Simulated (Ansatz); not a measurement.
Run report: Hf16HO32, geometry relaxation (part 4 of 4)

The same run, continued: Hf16HO32 (defect cell, 49 atoms in the cell); DFT PBE, scalar-relativistic, plane waves, PAW, spin-polarised (Ansatz 0.2.0); cutoff 420 eV, 2×2×1 k-mesh, Gaussian smearing of 0.05 eV, collinear spins. The structure derives from a Materials Project entry.

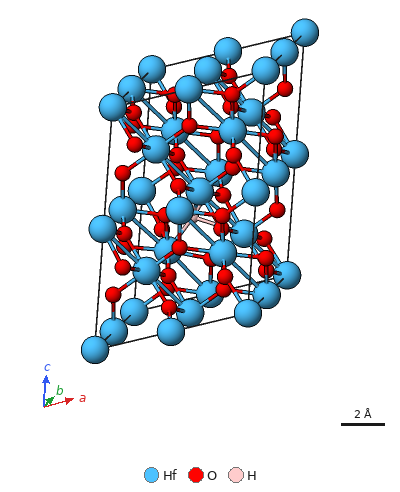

**Figure 1.** The geometry at step 8 of the log (ball-and-stick view of the cell of the calculation, seen slightly off an axis).

### Trajectory as extended XYZ, continued
```
49
Lattice="-4.8135 -4.8135 3.2054 -4.8135 4.8135 3.2054 -9.6271 0.0000 -6.4108" Properties=species:S:1:pos:R:3:forces:R:3 step=6 energy=-269797.88627
Hf   -0.0074   -0.0204   -0.0064    0.0014  -0.0157   0.0202
Hf   -9.6255    0.0108   -3.2166    0.0086  -0.0241   0.0672
Hf   -4.8016    0.0059    3.2028    0.0042   0.0096  -0.0124
Hf   -9.6091   -0.0260   -0.0224   -0.0625  -0.0196   0.0138
Hf   -9.6177   -0.0539    3.2234   -0.0663  -0.0231  -0.0367
Hf  -14.4171   -0.0078   -0.0080   -0.0031  -0.0063  -0.0230
Hf   -4.7990    0.0184   -3.2143   -0.0072   0.0038   0.0044
Hf   -4.8089    0.0287    0.0031   -0.0139   0.0271   0.0147
Hf  -12.0403   -2.4343   -1.6174   -0.0009   0.0260   0.0215
Hf   -7.1810    2.4279   -1.6138    0.0124   0.0394  -0.0412
Hf  -12.0148    2.4104   -1.6048    0.0013   0.0177  -0.0066
Hf   -7.2930    2.3521    1.6069   -0.0357  -0.0081  -0.0024
Hf   -2.3784   -2.3951    1.6061   -0.0134   0.0171   0.0112
Hf   -7.2348   -2.4023   -1.6108    0.0629  -0.0377   0.0152
Hf   -7.1891   -2.4036    1.5963    0.0200  -0.0220   0.0005
Hf   -2.3919    2.4041    1.6014    0.0032   0.0051  -0.0074
O   -13.4804   -0.9429   -1.6106    0.0027  -0.0077   0.0120
O   -13.4596   -0.9206    1.6054    0.0074  -0.0113   0.0024
O   -13.4787    3.8828   -1.6023    0.0001  -0.0031  -0.0171
O    -8.5962    3.9768    1.6005    0.0280   0.0076  -0.0098
O    -3.8485   -0.9224    1.5915    0.0051  -0.0067   0.0069
O    -8.6826   -0.9522   -1.6241   -0.0126   0.0055  -0.0250
O    -8.6485   -0.9169    1.5956    0.0039   0.0045   0.0022
O    -8.6863   -0.9659    4.8200    0.0196  -0.0247   0.0225
O   -12.9834   -3.3525   -3.2173    0.0091  -0.0029  -0.0186
O    -8.1647    1.4759   -3.2022    0.0048  -0.0005   0.0001
O   -12.9597    1.4709   -3.2027    0.0001  -0.0116   0.0115
O    -8.1049    1.3951   -0.0956   -0.0032   0.0282   0.1088
O    -8.1156    1.3876    3.2907   -0.0144   0.0128  -0.0888
O   -12.9708    1.4780   -0.0136   -0.0001  -0.0044   0.0011
O    -8.1759   -3.3021    0.0004   -0.0020  -0.0015  -0.0088
O    -3.3488    1.5005   -0.0064   -0.0073  -0.0021  -0.0045
O   -11.0710   -1.4779   -3.1906   -0.0096   0.0025  -0.0053
O   -11.0471   -1.5040   -0.0374   -0.0197  -0.0112   0.0058
O   -15.8795   -1.4788   -0.0064    0.0049   0.0038   0.0099
O   -11.0720   -1.5161    3.2342   -0.0002   0.0001  -0.0246
O    -6.2790    3.3204    3.1831    0.0002   0.0026   0.0137
O   -11.0435    3.3215    0.0118    0.0006   0.0043  -0.0030
O    -6.2280   -1.4940   -0.0262   -0.0056   0.0062  -0.0111
O    -6.2521   -1.4785    3.2081    0.0025   0.0040   0.0045
O   -10.5707   -3.8994   -1.6160    0.0070   0.0003   0.0059
O    -5.7422    0.9347   -1.6181   -0.0112   0.0030   0.0070
O   -10.5628    0.9330   -1.6000    0.0133  -0.0090  -0.0014
O    -5.7717    0.9173    1.6072    0.0269  -0.0091  -0.0107
O   -15.3531    0.9417   -1.5958    0.0009   0.0031   0.0001
O   -10.6620    0.8302    1.6025    0.0367  -0.0215   0.0030
O    -5.7533   -3.8922    1.5929   -0.0100   0.0256  -0.0115
O   -10.5815    0.9134   -4.8161   -0.0015   0.0088  -0.0227
H    -9.3226    2.0581    1.5940    0.0123   0.0151   0.0065
49
Lattice="-4.8135 -4.8135 3.2054 -4.8135 4.8135 3.2054 -9.6271 0.0000 -6.4108" Properties=species:S:1:pos:R:3:forces:R:3 step=7 energy=-269797.89197
Hf   -0.0037   -0.0316   -0.0036   -0.0237  -0.0044  -0.0098
Hf   -9.6249   -0.0076   -3.2122   -0.0124  -0.0019   0.0112
Hf   -4.8019    0.0124    3.2011    0.0098  -0.0010  -0.0201
Hf   -9.6117   -0.0468   -0.0196   -0.0051  -0.0092  -0.0098
Hf   -9.6176   -0.0704    3.2185   -0.0168  -0.0184   0.0128
Hf  -14.4170   -0.0003   -0.0101    0.0157  -0.0017   0.0057
Hf   -4.7996    0.0301   -3.2168    0.0243   0.0083   0.0103
Hf   -4.8104    0.0403    0.0053    0.0184   0.0202   0.0003
Hf  -12.0482   -2.4347   -1.6174    0.0021   0.0196   0.0130
Hf   -7.2039    2.4151   -1.6118   -0.0089   0.0108   0.0048
Hf  -12.0064    2.4062   -1.6051    0.0065  -0.0210  -0.0075
Hf   -7.2973    2.3655    1.6075   -0.0590   0.0057  -0.0210
Hf   -2.3948   -2.4030    1.6019   -0.0069   0.0075   0.0018
Hf   -7.2065   -2.4066   -1.6116   -0.0092  -0.0316   0.0098
Hf   -7.1786   -2.4125    1.5954   -0.0043  -0.0195   0.0136
Hf   -2.3791    2.4024    1.6018   -0.0052  -0.0093  -0.0122
O   -13.4827   -0.9411   -1.6105    0.0004  -0.0011   0.0052
O   -13.4674   -0.9231    1.6051   -0.0040   0.0100  -0.0035
O   -13.4773    3.8708   -1.6027    0.0053  -0.0055  -0.0032
O    -8.5790    4.0048    1.5986    0.0140   0.0699  -0.0025
O    -3.8549   -0.9246    1.5908    0.0031  -0.0019   0.0006
O    -8.6714   -0.9593   -1.6247   -0.0019  -0.0058  -0.0012
O    -8.6452   -0.9330    1.5945    0.0036   0.0032   0.0005
O    -8.6793   -0.9728    4.8220    0.0019   0.0021  -0.0020
O   -12.9834   -3.3603   -3.2181   -0.0038  -0.0008   0.0041
O    -8.1693    1.4658   -3.2054   -0.0058   0.0012  -0.0150
O   -12.9502    1.4653   -3.2031    0.0067   0.0019   0.0080
O    -8.1318    1.4074   -0.0646    0.0196  -0.0147  -0.0287
O    -8.1311    1.3934    3.2646    0.0204  -0.0110   0.0424
O   -12.9608    1.4749   -0.0100    0.0081  -0.0004  -0.0009
O    -8.1686   -3.3004   -0.0061    0.0075   0.0050  -0.0203
O    -3.3427    1.5006   -0.0050    0.0043   0.0100   0.0138
O   -11.0811   -1.4828   -3.1971   -0.0022   0.0023  -0.0050
O   -11.0606   -1.5116   -0.0279   -0.0078  -0.0049  -0.0105
O   -15.8746   -1.4774   -0.0032    0.0015  -0.0020   0.0023
O   -11.0748   -1.5236    3.2218   -0.0033  -0.0020   0.0023
O    -6.2814    3.3186    3.1902    0.0021   0.0036   0.0154
O   -11.0356    3.3246    0.0055   -0.0099   0.0027  -0.0025
O    -6.2194   -1.4923   -0.0221   -0.0127   0.0145  -0.0008
O    -6.2474   -1.4781    3.2053    0.0057   0.0049   0.0029
O   -10.5670   -3.8888   -1.6180   -0.0042  -0.0013   0.0003
O    -5.7578    0.9274   -1.6161   -0.0001   0.0006   0.0018
O   -10.5604    0.9190   -1.5988    0.0003   0.0059  -0.0059
O    -5.7632    0.9332    1.6072   -0.0149  -0.0078  -0.0002
O   -15.3594    0.9417   -1.5987    0.0017   0.0014   0.0025
O   -10.6404    0.8263    1.6022   -0.0436  -0.0405  -0.0017
O    -5.7474   -3.9015    1.5905   -0.0024   0.0022  -0.0002
O   -10.5713    0.9118   -4.8159    0.0013  -0.0048  -0.0027
H    -9.3680    2.1630    1.6083    0.0838   0.0100   0.0019
49
Lattice="-4.8135 -4.8135 3.2054 -4.8135 4.8135 3.2054 -9.6271 0.0000 -6.4108" Properties=species:S:1:pos:R:3:forces:R:3 step=8 energy=-269797.88859 accepted=F
Hf   -0.0088   -0.0353   -0.0039    0.0505   0.0086   0.0469
Hf   -9.6251   -0.0128   -3.2133    0.0225  -0.0194  -0.0208
Hf   -4.8006    0.0165    3.1994   -0.0015   0.0016   0.0386
Hf   -9.6116   -0.0542   -0.0213   -0.0170  -0.0144  -0.0123
Hf   -9.6222   -0.0778    3.2195    0.0193   0.0231  -0.0166
Hf  -14.4150    0.0031   -0.0098   -0.0259   0.0201  -0.0226
Hf   -4.7975    0.0371   -3.2157   -0.0587   0.0130  -0.0416
Hf   -4.8101    0.0510    0.0056   -0.0420  -0.0166   0.0242
Hf  -12.0519   -2.4330   -1.6178   -0.0153  -0.0260  -0.0262
Hf   -7.2106    2.4165   -1.6130   -0.0064  -0.0103  -0.0662
Hf  -11.9998    2.4044   -1.6053   -0.0164   0.0325   0.0048
Hf   -7.3061    2.3683    1.6079    0.0697  -0.0038   0.0333
Hf   -2.3999   -2.4042    1.6035    0.0151  -0.0187   0.0594
Hf   -7.2012   -2.4122   -1.6122    0.0089   0.0224  -0.0239
Hf   -7.1758   -2.4113    1.5960    0.0205   0.0288  -0.0125
Hf   -2.3753    2.4046    1.6026    0.0386   0.0167   0.0347
O   -13.4823   -0.9371   -1.6106   -0.0021   0.0001  -0.0088
O   -13.4681   -0.9169    1.6061    0.0360  -0.0323   0.0240
O   -13.4744    3.8672   -1.6046   -0.0194   0.0172  -0.0011
O    -8.5616    4.0372    1.5999    0.0299  -0.1989   0.0046
O    -3.8547   -0.9206    1.5885   -0.0142   0.0221  -0.0152
O    -8.6690   -0.9648   -1.6279   -0.0407   0.0154   0.0170
O    -8.6416   -0.9302    1.5952   -0.0033  -0.0081   0.0026
O    -8.6780   -0.9726    4.8240   -0.0291  -0.0037  -0.0155
O   -12.9904   -3.3600   -3.2161    0.0009   0.0059  -0.0184
O    -8.1759    1.4672   -3.2099    0.0132   0.0157   0.0463
O   -12.9467    1.4667   -3.2023   -0.0108  -0.0099  -0.0110
O    -8.1307    1.4003   -0.0705   -0.0170   0.0528   0.0816
O    -8.1310    1.3858    3.2741   -0.0307   0.0397  -0.1198
O   -12.9558    1.4743   -0.0120   -0.0139  -0.0023  -0.0056
O    -8.1685   -3.2921   -0.0101   -0.0254  -0.0141   0.0539
O    -3.3448    1.5128    0.0004   -0.0273  -0.0193  -0.0408
O   -11.0843   -1.4836   -3.1983    0.0046   0.0069   0.0083
O   -11.0635   -1.5159   -0.0314    0.0284   0.0112   0.0267
O   -15.8691   -1.4781   -0.0026    0.0027  -0.0014  -0.0008
O   -11.0777   -1.5302    3.2227   -0.0029  -0.0186   0.0372
O    -6.2839    3.3156    3.1948   -0.0238  -0.0231  -0.0704
O   -11.0291    3.3235    0.0081    0.0283   0.0045  -0.0049
O    -6.2168   -1.4882   -0.0260    0.0169  -0.0213   0.0251
O    -6.2418   -1.4780    3.2063   -0.0107  -0.0208  -0.0228
O   -10.5719   -3.8897   -1.6186    0.0271   0.0029   0.0101
O    -5.7610    0.9311   -1.6173    0.0053   0.0060   0.0031
O   -10.5568    0.9166   -1.6003    0.0041  -0.0081   0.0221
O    -5.7755    0.9278    1.6087    0.0064   0.0540  -0.0051
O   -15.3588    0.9439   -1.5974   -0.0032   0.0011  -0.0119
O   -10.6605    0.8008    1.6009    0.0913   0.0664   0.0073
O    -5.7519   -3.9054    1.5898   -0.0099   0.0037  -0.0137
O   -10.5740    0.9072   -4.8159   -0.0110   0.0014  -0.0051
H    -9.3446    2.1611    1.6120   -0.0613  -0.0033   0.0017
49
Lattice="-4.8135 -4.8135 3.2054 -4.8135 4.8135 3.2054 -9.6271 0.0000 -6.4108" Properties=species:S:1:pos:R:3:forces:R:3 step=9 energy=-269797.89405
Hf   -0.0067   -0.0344   -0.0039    0.0039   0.0037   0.0060
Hf   -9.6251   -0.0107   -3.2123   -0.0009  -0.0049   0.0026
Hf   -4.8004    0.0142    3.2002    0.0072  -0.0040   0.0092
Hf   -9.6115   -0.0495   -0.0198   -0.0049  -0.0066  -0.0108
Hf   -9.6201   -0.0731    3.2180   -0.0002  -0.0004   0.0014
Hf  -14.4161    0.0014   -0.0099    0.0019   0.0042  -0.0075
Hf   -4.7997    0.0336   -3.2165   -0.0063   0.0013  -0.0037
Hf   -4.8111    0.0459    0.0057   -0.0006  -0.0058   0.0006
Hf  -12.0506   -2.4343   -1.6174   -0.0006   0.0044  -0.0025
Hf   -7.2066    2.4165   -1.6131   -0.0054   0.0041  -0.0039
Hf  -12.0032    2.4059   -1.6051    0.0009  -0.0022   0.0018
Hf   -7.3002    2.3662    1.6072    0.0010   0.0030   0.0020
Hf   -2.3975   -2.4043    1.6032   -0.0013   0.0022   0.0051
Hf   -7.2046   -2.4108   -1.6112    0.0015   0.0001  -0.0081
Hf   -7.1764   -2.4117    1.5958    0.0020   0.0050  -0.0009
Hf   -2.3772    2.4032    1.6018    0.0067  -0.0011   0.0082
O   -13.4826   -0.9397   -1.6100   -0.0011   0.0005  -0.0022
O   -13.4668   -0.9200    1.6061   -0.0001   0.0021   0.0001
O   -13.4765    3.8693   -1.6038    0.0002  -0.0007  -0.0012
O    -8.5761    4.0128    1.5989    0.0180  -0.0006   0.0036
O    -3.8549   -0.9225    1.5893   -0.0017   0.0029  -0.0021
O    -8.6729   -0.9641   -1.6253   -0.0021   0.0033  -0.0016
O    -8.6425   -0.9315    1.5949   -0.0049   0.0029   0.0015
O    -8.6803   -0.9742    4.8217   -0.0007  -0.0006   0.0015
O   -12.9870   -3.3605   -3.2173    0.0007   0.0007  -0.0054
O    -8.1725    1.4666   -3.2065    0.0011   0.0003   0.0048
O   -12.9475    1.4652   -3.2023   -0.0023   0.0007  -0.0032
O    -8.1313    1.4054   -0.0672    0.0027  -0.0031   0.0054
O    -8.1319    1.3913    3.2676    0.0020  -0.0041  -0.0040
O   -12.9590    1.4746   -0.0114    0.0023   0.0018  -0.0028
O    -8.1684   -3.2981   -0.0061    0.0006  -0.0014   0.0049
O    -3.3432    1.5051   -0.0040   -0.0042  -0.0036  -0.0014
O   -11.0835   -1.4827   -3.1971   -0.0023  -0.0005  -0.0046
O   -11.0608   -1.5140   -0.0300   -0.0032  -0.0015   0.0044
O   -15.8720   -1.4776   -0.0032   -0.0023  -0.0010  -0.0012
O   -11.0765   -1.5260    3.2228    0.0019  -0.0048   0.0044
O    -6.2844    3.3180    3.1914    0.0022  -0.0038  -0.0037
O   -11.0333    3.3246    0.0072   -0.0039  -0.0019  -0.0007
O    -6.2188   -1.4901   -0.0241   -0.0027  -0.0009   0.0060
O    -6.2438   -1.4788    3.2060   -0.0006   0.0008  -0.0036
O   -10.5685   -3.8885   -1.6185    0.0015  -0.0028   0.0019
O    -5.7585    0.9302   -1.6165    0.0020   0.0003   0.0019
O   -10.5582    0.9185   -1.5990   -0.0005   0.0022   0.0004
O    -5.7665    0.9326    1.6085   -0.0072   0.0040  -0.0012
O   -15.3585    0.9430   -1.5985   -0.0065   0.0040  -0.0024
O   -10.6498    0.8143    1.6011    0.0105   0.0089   0.0043
O    -5.7490   -3.9029    1.5897   -0.0024   0.0005   0.0001
O   -10.5731    0.9088   -4.8159   -0.0014  -0.0004  -0.0027
H    -9.3509    2.1693    1.6108   -0.0003  -0.0069  -0.0005
```

This output came from the following input.

### The input
```yaml
crystal:
  lattice:
    - [-4.813533, -4.813533, 3.205415]
    - [-4.813533, 4.813533, 3.205415]
    - [-9.627066, 0.0, -6.410831]
  atoms:
    - { symbol: Hf, position: [0.0, 0.0, 0.0] }
    - { symbol: Hf, position: [0.25, 0.25, 0.75] }
    - { symbol: Hf, position: [0.5, 0.5, 0.0] }
    - { symbol: Hf, position: [0.4980911517, 0.4929976464, 0.507060183] }
    - { symbol: Hf, position: [0.7423396909, 0.7474634385, 0.2563501245] }
    - { symbol: Hf, position: [0.75, 0.75, 0.75] }
    - { symbol: Hf, position: [0.0, 0.0, 0.5] }
    - { symbol: Hf, position: [0.25, 0.25, 0.25] }
    - { symbol: Hf, position: [0.75, 0.25, 0.75] }
    - { symbol: Hf, position: [0.0, 0.5, 0.5] }
    - { symbol: Hf, position: [0.25, 0.75, 0.75] }
    - { symbol: Hf, position: [0.251890564, 0.7483778343, 0.2517178125], spin: 0.5 }
    - { symbol: Hf, position: [0.5, 0.0, 0.0] }
    - { symbol: Hf, position: [0.5, 0.0, 0.5] }
    - { symbol: Hf, position: [0.75, 0.25, 0.25] }
    - { symbol: Hf, position: [0.0, 0.5, 0.0] }
    - { symbol: O, position: [0.673739, 0.478783, 0.826261] }
    - { symbol: O, position: [0.923739, 0.728783, 0.576261] }
    - { symbol: O, position: [0.173739, 0.978783, 0.826261] }
    - { symbol: O, position: [0.1693664206, 0.9771685443, 0.3273252221] }
    - { symbol: O, position: [0.423739, 0.228783, 0.076261] }
    - { symbol: O, position: [0.423739, 0.228783, 0.576261] }
    - { symbol: O, position: [0.669289608, 0.4827731336, 0.3264033964] }
    - { symbol: O, position: [0.923739, 0.728783, 0.076261] }
    - { symbol: O, position: [0.771216, 0.076261, 0.923739] }
    - { symbol: O, position: [0.021216, 0.326261, 0.673739] }
    - { symbol: O, position: [0.271216, 0.576261, 0.923739] }
    - { symbol: O, position: [0.2691094303, 0.5818170667, 0.4174102266], spin: 0.5 }
    - { symbol: O, position: [0.5221497979, 0.8260529441, 0.1753951491], spin: 0.5 }
    - { symbol: O, position: [0.521216, 0.826261, 0.673739] }
    - { symbol: O, position: [0.771216, 0.076261, 0.423739] }
    - { symbol: O, position: [0.021216, 0.326261, 0.173739] }
    - { symbol: O, position: [0.478784, 0.173739, 0.826261] }
    - { symbol: O, position: [0.728784, 0.423739, 0.576261] }
    - { symbol: O, position: [0.978784, 0.673739, 0.826261] }
    - { symbol: O, position: [0.978784, 0.673739, 0.326261] }
    - { symbol: O, position: [0.228784, 0.923739, 0.076261] }
    - { symbol: O, position: [0.228784, 0.923739, 0.576261] }
    - { symbol: O, position: [0.478784, 0.173739, 0.326261] }
    - { symbol: O, position: [0.728784, 0.423739, 0.076261] }
    - { symbol: O, position: [0.826261, 0.021217, 0.673739] }
    - { symbol: O, position: [0.076261, 0.271217, 0.423739] }
    - { symbol: O, position: [0.326261, 0.521217, 0.673739] }
    - { symbol: O, position: [0.32162075, 0.5163522244, 0.176094215] }
    - { symbol: O, position: [0.576261, 0.771217, 0.923739] }
    - { symbol: O, position: [0.5701613476, 0.7668753949, 0.4239385659], spin: 0.5 }
    - { symbol: O, position: [0.826261, 0.021217, 0.173739] }
    - { symbol: O, position: [0.076261, 0.271217, 0.923739] }
    - { symbol: H, position: [0.4188706202, 0.7430504887, 0.3306554923], spin: 0.5 }
magnetization:
  spin_polarized: true
basis:
  ecutwfc: 420
  fft_grid_basis: typed
kpoints:
  mp_grid: { grid: [2, 2, 1] }
hamiltonian:
  xc: pbe
  pseudopotentials: { kind: paw }
scf:
  occupations: { method: gaussian, width: 0.05 }
output:
  forces: true
  stress: false
  eigenvalues: false
  bader: false
  write_density: false
  volumetric_format: npy
  populations: true
relax:
  adjacent_minimum: "off"
  max_steps: 30
  f_tol: 0.05
```

Run as:
```bash
ansatz run input.yaml --threads 4 --pin off --max-ram 10240MiB --backend cpu --events-out ev --progress --plain --runs-dir out
```

### Key numbers

```tsv
quantity	value
outcome	converged
electrons treated	609
free energy	−269797.8940 eV
Fermi energy	14.882 eV
net moment of the cell	1.00 μB
integrated absolute moment	1.06 μB
final volume	594.16 Å³
largest force (length of the vector) at the end	0.018 eV/Å
hardware	4 threads of Arm Neoverse N1, 98 GiB of memory available, shared host
wall time	14 min (CPU time 54 min)
peak memory	4.1 GiB
```

Spin–orbit coupling is left out, which matters for Hf. The k-point mesh is coarse for a cell of this size, so the results may not be converged.
